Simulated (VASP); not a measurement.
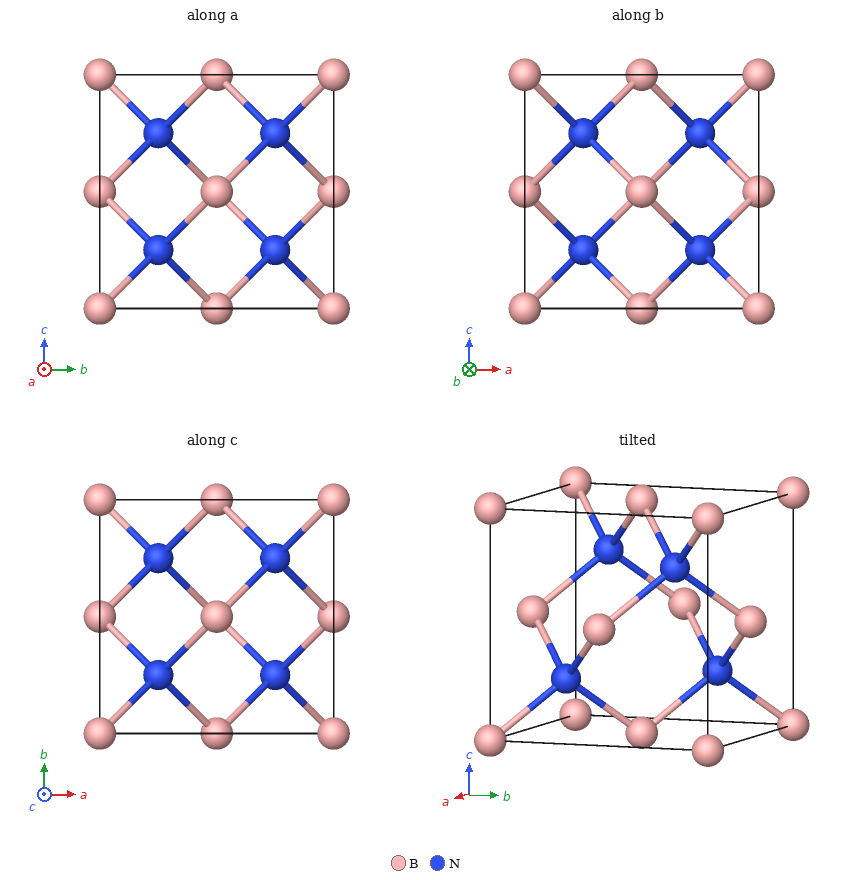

The figure gives a ball-and-stick picture of the atoms, viewed along the a axis, along the b axis, along the c axis and slightly off an axis. One conventional unit cell is outlined, and atoms on its boundary appear in each equivalent place.

Lattice parameters: a = 3.6067 Å, b = 3.6067 Å, c = 3.6067 Å, α = 90.000°, β = 90.000°, γ = 90.000°.

Transcribe the picture into a CIF in P1 with every atom of the cell.

Answer.
```cif
data_structure
_symmetry_space_group_name_H-M 'P 1'
_symmetry_Int_Tables_number 1
_cell_length_a 3.6067
_cell_length_b 3.6067
_cell_length_c 3.6067
_cell_angle_alpha 90.000
_cell_angle_beta 90.000
_cell_angle_gamma 90.000
_cell_volume 46.92
loop_
_atom_site_label
_atom_site_type_symbol
_atom_site_fract_x
_atom_site_fract_y
_atom_site_fract_z
_atom_site_occupancy
B1 B 0.0000 0.0000 0.0000 1
N1 N 0.2500 0.2500 0.7500 1
B2 B 0.0000 0.5000 0.5000 1
N2 N 0.2500 0.7500 0.2500 1
B3 B 0.5000 0.0000 0.5000 1
N3 N 0.7500 0.2500 0.2500 1
B4 B 0.5000 0.5000 0.0000 1
N4 N 0.7500 0.7500 0.7500 1
```

Its origin is a structure type filled with these elements by a generator (whether the compound takes this form wasn't checked). The final geometry of a relaxation with DFT, PBEsol, plane waves, PAW in VASP is shown.
